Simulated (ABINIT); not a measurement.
Positron calculation of MoS$_{2}$ (part 2 of 2)

Continued. System: MoS$_{2}$ (3 atoms in the cell). Method: Kohn-Sham DFT of a periodic cell, LDA, JTH PAW LDA v2.0, no spin polarisation (ABINIT 10.8.3); cutoff 408.17 eV, 7×7×7 k-mesh, fermi-dirac of 0.05 eV. The structure derives from an entry of the Crystallography Open Database.

Geometry of the input (Å; fractional positions):
```
1.5800  0.9122  6.1500
-1.5800  0.9122  6.1500
0.0000  -1.8244  6.1500
Mo 0.0000  0.0000  0.0000
S  0.4170  0.4170  0.4170
S  0.2500  0.2500  0.2500
```

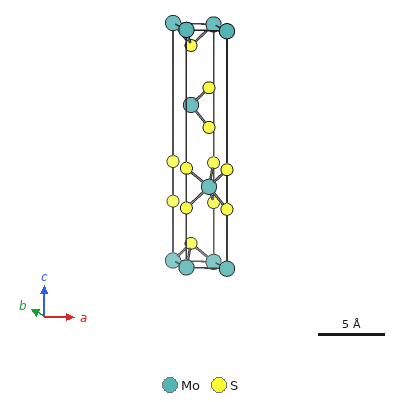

Fig. 1: The input geometry (ball-and-stick view of the cell 3 times as large as that of the calculation, set on its symmetry axes, seen slightly off an axis).

### What the program printed, continued
```
 cartesian forces (eV/Angstrom) at end:
    1     -0.00000000000000    -0.00000000000291     0.08307079156650
    2      0.00000000000000    -0.00000000000091     0.02608059900120
    3      0.00000000000000     0.00000000000382    -0.10915139056770
 frms,max,avg= 4.6541475E-02 1.0915139E-01   0.000E+00  0.000E+00  3.793E-04 e/A
 length scales= 12.122417576345 12.122417576345 12.122417576156 bohr
              =  6.414907118100  6.414907118100  6.414907118000 angstroms
 Fermi (or HOMO) energy (hartree) =   0.32437   Average Vxc (hartree)=  -0.40665
 Eigenvalues (hartree) for nkpt=  44  k points:
 kpt#   1, nband= 17, wtk=  0.00292, kpt=  0.0000  0.0000  0.0000 (reduced coord)
  -1.95005   -1.00276   -0.99393   -0.99393   -0.24705   -0.18263    0.04892    0.17998
   0.17998    0.22202    0.22202    0.26172    0.26370    0.38203    0.38203    0.39777
   0.39777
      occupation numbers for kpt#   1
   2.00000    2.00000    2.00000    2.00000    2.00000    2.00000    2.00000    2.00000
   2.00000    2.00000    2.00000    2.00000    2.00000    0.00000    0.00000    0.00000
   0.00000
 prteigrs : prtvol=0 or 1, do not print more k-points.

--- !EnergyTerms
iteration_state     : {dtset: 1, }
comment             : Components of total free energy in Hartree
kinetic             :  1.85948146455113E+01
hartree             :  2.89044687877349E+01
xc                  : -1.12322663547116E+01
Ewald energy        : -5.94751984602190E+01
psp_core            :  2.37544363820450E+00
local_psp           : -8.16062495613367E+01
PAW spherical_terms :  1.25412813601662E+01
internal            : -8.98977059446505E+01
'-kT*entropy'       : -5.51083733365459E-08
total_energy        : -8.98977059997588E+01
total_energy_eV     : -2.44624120058708E+03
...

--- !EnergyTermsDC
iteration_state     : {dtset: 1, }
comment             : '"Double-counting" decomposition of free energy'
band_energy         : -8.22493828211776E+00
Ewald energy        : -5.94751984602190E+01
psp_core            :  2.37544363820450E+00
xc_dc               : -2.74945906627636E+01
PAW spherical_terms :  2.92157763944419E+00
internal            : -8.98977061274518E+01
'-kT*entropy'       : -5.51083733365459E-08
total_energy_dc     : -8.98977061825601E+01
total_energy_dc_eV  : -2.44624120556136E+03
...

--- !EnergyTermsWithPAWCore
iteration_state     : {dtset: 1, }
comment             : 'Components of total free energy, including PAW core contributions'
Total energy        : -4.84098050263105E+03
Total energy DC     : -4.84098050281385E+03
Total energy (eV)   : -1.31729790266357E+05
Total energy DC (eV): -1.31729790271331E+05
...

 Cartesian components of stress tensor (hartree/bohr^3)
  sigma(1 1)=  1.09087430E-04  sigma(3 2)= -2.43280889E-13
  sigma(2 2)=  1.09087431E-04  sigma(3 1)=  0.00000000E+00
  sigma(3 3)=  2.96903379E-05  sigma(2 1)=  0.00000000E+00

-Cartesian components of stress tensor (GPa)         [Pressure= -2.4308E+00 GPa]
- sigma(1 1)=  3.20946299E+00  sigma(3 2)= -7.15757086E-09
- sigma(2 2)=  3.20946301E+00  sigma(3 1)=  0.00000000E+00
- sigma(3 3)=  8.73519898E-01  sigma(2 1)=  0.00000000E+00

================================================================================
== DATASET  2 ==================================================================

--- !DatasetInfo
iteration_state: {dtset: 2, }
dimensions: {natom: 3, nkpt: 1, mband: 1, nsppol: 1, nspinor: 1, nspden: 1, mpw: 494, }
cutoff_energies: {ecut:  15.0, pawecutdg:  30.0, }
electrons: {nelect:   1.00000000E+00, charge:   0.00000000E+00, occopt:   2.00000000E+00, tsmear:   1.00000000E-02, }
meta: {optdriver: 0, ionmov: 0, optcell: 0, iscf: 17, paral_kgb: 0, }
...

 mkfilename : getden/=0, take file _DEN from output of DATASET   1.

 Exchange-correlation functional for the present dataset will be:
  LDA: Perdew-Wang 92 LSD fit to Ceperley-Alder data - ixc=7
  J.P.Perdew and Y.Wang, PRB 45, 13244 (1992)

 Real(R)+Recip(G) space primitive vectors, cartesian coordinates (Bohr,Bohr^-1):
 R(1)=  2.9857673  1.7238335 11.6218157  G(1)=  0.1674611  0.0966837  0.0286817
 R(2)= -2.9857673  1.7238335 11.6218157  G(2)= -0.1674611  0.0966837  0.0286817
 R(3)=  0.0000000 -3.4476671 11.6218157  G(3)=  0.0000000 -0.1933675  0.0286817
 Unit cell volume ucvol=  3.5890253E+02 bohr^3
 Angles (23,13,12)=  2.85174998E+01  2.85174998E+01  2.85174998E+01 degrees

 Coarse grid specifications (used for wave-functions):

 getcut: wavevector=  0.0000  0.0000  0.0000  ngfft=  45  45  45
         ecut(hartree)=     15.000   => boxcut(ratio)=   2.08327

 Fine grid specifications (used for densities):

 getcut: wavevector=  0.0000  0.0000  0.0000  ngfft=  60  60  60
         ecut(hartree)=     30.000   => boxcut(ratio)=   2.00828

--- Pseudopotential description ------------------------------------------------
- pspini: atom type   1  psp file is ./Mo.LDA_PW-JTH.xml
 Pseudopotential format is: paw10
 basis_size (lnmax)=  6 (lmn_size= 18), orbitals=   0   0   1   1   2   2
 Spheres core radius: rc_sph= 2.20740211
 Shapefunction is SIN type: shapef(r)=[sin(pi*r/rshp)/(pi*r/rshp)]**2
 Radius for shape functions =  1.91008465
 Compensation charge density is not taken into account in XC energy/potential

- pspini: atom type   2  psp file is ./S.LDA_PW-JTH.xml
 Pseudopotential format is: paw10
 basis_size (lnmax)=  4 (lmn_size=  8), orbitals=   0   0   1   1
 Spheres core radius: rc_sph= 1.90380259
 Shapefunction is SIN type: shapef(r)=[sin(pi*r/rshp)/(pi*r/rshp)]**2
 Radius for shape functions =  1.40128485
 Compensation charge density is not taken into account in XC energy/potential

--------------------------------------------------------------------------------

================================================================================

--- !BeginCycle
iteration_state: {dtset: 2, }
solver: {iscf: 17, nstep: 80, nline: 10, wfoptalg: 10, }
tolerances: {toldfe: 1.00E-07, }
...

     iter   Etot(hartree)      deltaE(h)  residm     nres2
 ETOT  1  -90.344644912338    -9.034E+01 1.750E+00 2.949E+00
 ETOT  2  -90.464186824040    -1.195E-01 1.492E-05 1.460E+00
 ETOT  3  -90.464187940591    -1.117E-06 4.220E-10 9.754E-01
 ETOT  4  -90.464188267926    -3.273E-07 1.033E-14 2.419E-01
 ETOT  5  -90.464188047256     2.207E-07 9.320E-17 1.531E-02
 ETOT  6  -90.464188104432    -5.718E-08 2.084E-16 1.547E-04
 ETOT  7  -90.464188161977    -5.754E-08 2.509E-16 9.756E-06

 At SCF step    7, etot is converged :
  for the second time, diff in etot=  5.754E-08 < toldfe=  1.000E-07

--- !ResultsGS
iteration_state: {dtset: 2, }
comment   : Summary of ground state results
lattice_vectors:
- [  2.9857673,   1.7238335,  11.6218157, ]
- [ -2.9857673,   1.7238335,  11.6218157, ]
- [  0.0000000,  -3.4476671,  11.6218157, ]
lattice_lengths: [  12.12242,   12.12242,   12.12242, ]
lattice_angles: [ 28.517,  28.517,  28.517, ] # degrees, (23, 13, 12)
lattice_volume:   3.5890253E+02
convergence: {deltae: -5.754E-08, res2:  9.756E-06, residm:  2.509E-16, diffor:  0.000E+00, }
etotal    :  -9.04641882E+01
entropy   :   0.00000000E+00
fermie    :  -5.66481228E-01
cartesian_stress_tensor: null
pressure_GPa: null
xred      :
- [  0.0000E+00,   0.0000E+00,   0.0000E+00, Mo]
- [  4.1700E-01,   4.1700E-01,   4.1700E-01,  S]
- [  2.5000E-01,   2.5000E-01,   2.5000E-01,  S]
cartesian_forces: null
force_length_stats: {min: null, max: null, mean: null, }
...

 Integrated electronic density in atomic spheres:
 ------------------------------------------------
 Atom  Sphere_radius  Integrated_density
    1        2.20740          0.00504009
    2        1.90380          0.01686757
    3        1.90380          0.01683214

--------------------------------------------------------------------------------
 Results for electron-positron annihilation:

2 computations of positron lifetime have been performed (with different enhancement factors).

########## Lifetime computation 1

 # Zero-positron density limit of Arponen and Pajanne provided by Boronski & Nieminen
   + GGA corrections
   Ref.: Boronski and R.M. Nieminen, Phys. Rev. B 34, 3820 (1986)
         B. Barbiellini, M.J. Puska, T. Torsti and R.M.Nieminen, Phys. Rev. B 51, 7341 (1995)
 # Enhancement factor of Boronski & Nieminen
   Ref.: Boronski and R.M. Nieminen, Phys. Rev. B 34, 3820 (1986)

 Positron lifetime                         (ps)   =  2.96187471E+02
 Positron lifetime with IPM for core elec. (ps)   =  2.97347073E+02
 Annihilation rate                         (ns-1) =  3.37624005E+00
 Annihilation rate with IPM for core elec. (ns-1) =  3.36307330E+00

 Annihilation rate core/valence decomposition:
   Core    contribution to ann.rate          (ns-1) =  9.01210137E-02
   Valence contribution to ann.rate          (ns-1) =  3.28611903E+00
   Core    contribution to ann.rate with IPM (ns-1) =  7.48065478E-02
   Valence contribution to ann.rate with IPM (ns-1) =  3.28826675E+00

 Annihilation rate PAW decomposition:
   Plane-wave contribution to ann.rate          (ns-1) =  3.39250260E+00
   Plane-wave valence contribution to ann.rate  (ns-1) =  3.36084355E+00
   On-site core contribution to ann.rate        (ns-1) =  5.84619565E-02
   On-site valence contribution to ann.rate     (ns-1) = -7.47245146E-02
   Plane-wave contribution to ann.rate with IPM (ns-1) =  3.38233207E+00
   Plane-wave core contrb. to ann.rate with IPM (ns-1) =  1.54371731E-02

########## Lifetime computation 2

 # Zero-positron density limit of Arponen and Pajanne provided by Boronski & Nieminen
   + GGA corrections
   Ref.: Boronski and R.M. Nieminen, Phys. Rev. B 34, 3820 (1986)
         B. Barbiellini, M.J. Puska, T. Torsti and R.M.Nieminen, Phys. Rev. B 51, 7341 (1995)
 # Enhancement factor of Boronski & Nieminen IN THE RPA LIMIT
   Ref.: Boronski and R.M. Nieminen, Phys. Rev. B 34, 3820 (1986)

 Positron lifetime                         (ps)   =  2.43353824E+02
 Positron lifetime with IPM for core elec. (ps)   =  2.44092794E+02
 Annihilation rate                         (ns-1) =  4.10924300E+00
 Annihilation rate with IPM for core elec. (ns-1) =  4.09680264E+00

 Annihilation rate core/valence decomposition:
   Core    contribution to ann.rate          (ns-1) =  9.01088836E-02
   Valence contribution to ann.rate          (ns-1) =  4.01913412E+00
   Core    contribution to ann.rate with IPM (ns-1) =  7.48065478E-02
   Valence contribution to ann.rate with IPM (ns-1) =  4.02199609E+00

 Annihilation rate PAW decomposition:
   Plane-wave contribution to ann.rate          (ns-1) =  4.12562264E+00
   Plane-wave valence contribution to ann.rate  (ns-1) =  4.09396901E+00
   On-site core contribution to ann.rate        (ns-1) =  5.84552563E-02
   On-site valence contribution to ann.rate     (ns-1) = -7.48348903E-02
   Plane-wave contribution to ann.rate with IPM (ns-1) =  4.11617972E+00
   Plane-wave core contrb. to ann.rate with IPM (ns-1) =  1.54371731E-02

      (*) IPM=Independent particle Model

================================================================================

 ----iterations are completed or convergence reached----

 Mean square residual over all n,k,spin=   25.089E-17; max=  25.089E-17
 reduced coordinates (array xred) for    3 atoms
       0.000000000000      0.000000000000      0.000000000000
       0.417000000000      0.417000000000      0.417000000000
       0.250000000000      0.250000000000      0.250000000000
 rms dE/dt=  0.0000E+00; max dE/dt=  0.0000E+00; dE/dt below (all hartree)
    1       0.000000000000      0.000000000000      0.000000000000
    2       0.000000000000      0.000000000000      0.000000000000
    3       0.000000000000      0.000000000000      0.000000000000

 cartesian coordinates (angstrom) at end:
    1      0.00000000000000     0.00000000000000     0.00000000000000
    2      0.00000000000000     0.00000000001186     7.69364999973191
    3      0.00000000000000     0.00000000000711     4.61249999983927
 length scales= 12.122417576345 12.122417576345 12.122417576156 bohr
              =  6.414907118100  6.414907118100  6.414907118000 angstroms
 Fermi (or HOMO) energy (hartree) =  -0.56648   Average Vxc (hartree)=  -0.31050
 Eigenvalues (hartree) for nkpt=   1  k points:
 kpt#   1, nband=  1, wtk=  1.00000, kpt=  0.0000  0.0000  0.0000 (reduced coord)
  -0.56648

--- !EnergyTerms
iteration_state     : {dtset: 2, }
comment             : Components of total free energy in Hartree
kinetic             :  8.57780888805568E-02
local_psp           : -2.45741481665853E+00
PAW spherical_terms :  2.38956974884304E-02
positronic          : -2.34774103028955E+00
electronic          : -8.98977061825601E+01
electron_positron_interaction:  1.78208578265465E+00
total_energy        : -9.04633614301950E+01
total_energy_eV     : -2.46163346898682E+03
...

--- !EnergyTermsDC
iteration_state     : {dtset: 2, }
comment             : '"Double-counting" decomposition of free energy'
band_energy         : -5.66481227990308E-01
PAW spherical_terms :  0.00000000000000E+00
electron_positron_dc: -1.78208653408076E+00
positronic          : -2.34856776207108E+00
electronic          : -8.98977061825601E+01
electron_positron_interaction:  1.78208578265465E+00
total_energy_dc     : -9.04641881619765E+01
total_energy_dc_eV  : -2.46165596550465E+03
...

== END DATASET(S) ==============================================================
================================================================================

 -outvars: echo values of variables after computation  --------
            acell      1.2122417576E+01  1.2122417576E+01  1.2122417576E+01 Bohr
           etotal1    -8.9897706183E+01
           etotal2    -9.0464188162E+01
            fcart1    -2.0724133033E-19 -5.6593229993E-14  1.6154696920E-03
                       4.8986426444E-20 -1.7768143837E-14  5.0718689978E-04
                       1.5825490389E-19  7.4361373830E-14 -2.1226565918E-03
            fcart2     9.9999999999E+99  9.9999999999E+99  9.9999999999E+99
                       9.9999999999E+99  9.9999999999E+99  9.9999999999E+99
                       9.9999999999E+99  9.9999999999E+99  9.9999999999E+99
            rprim      2.4630130580E-01  1.4220212520E-01  9.5870444990E-01
                      -2.4630130580E-01  1.4220212520E-01  9.5870444990E-01
                       0.0000000000E+00 -2.8440425040E-01  9.5870444990E-01
           strten1     1.0908742986E-04  1.0908743051E-04  2.9690337864E-05
                      -2.4328088862E-13  0.0000000000E+00  0.0000000000E+00
           strten2     9.9999999999E+99  9.9999999999E+99  9.9999999999E+99
                       9.9999999999E+99  9.9999999999E+99  9.9999999999E+99
           xangst      0.0000000000E+00  0.0000000000E+00  0.0000000000E+00
                       4.7842516902E-17  1.1859794830E-11  7.6936499997E+00
                       0.0000000000E+00  7.1100996618E-12  4.6124999998E+00
             xred      0.0000000000E+00  0.0000000000E+00  0.0000000000E+00
                       4.1700000000E-01  4.1700000000E-01  4.1700000000E-01
                       2.5000000000E-01  2.5000000000E-01  2.5000000000E-01
 Calculation completed.
```

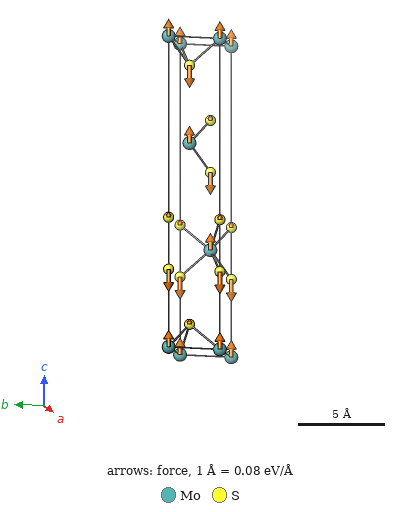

Fig. 2: Forces on the atoms as orange arrows (ball-and-stick view of the cell 3 times as large as that of the calculation, set on its symmetry axes, seen at an oblique angle). The largest act on S3 (0.11 eV/Å); Mo1 (0.08 eV/Å). Atoms are counted from 1 in the order of the input and aren't labelled in the picture. The geometry is not a stationary point of this energy.

### Summary

| quantity | value |
| --- | --- |
| outcome | converged |
| space group (tolerance 0.01 Å) | R3m (160) |
| electrons treated | 26 |
| free energy | −2446.2412 eV |
| positron lifetime (one of the program's estimates) | 243.4 ps |
| Fermi energy of the self-consistent step | 8.826 eV |
| gap on the k-point mesh | 1.00 eV |
| pressure | −2.43 GPa |
| largest force (length of the vector) | 0.109 eV/Å |
| hardware | 1 thread of Arm Neoverse V2, 24 GiB of memory available, shared host |
| wall time | 75 s |
| peak memory | 0.15 GiB |

### Notes

Points of doubt noted for this run: cutoff too low for stress; PAW basis incomplete for positron.
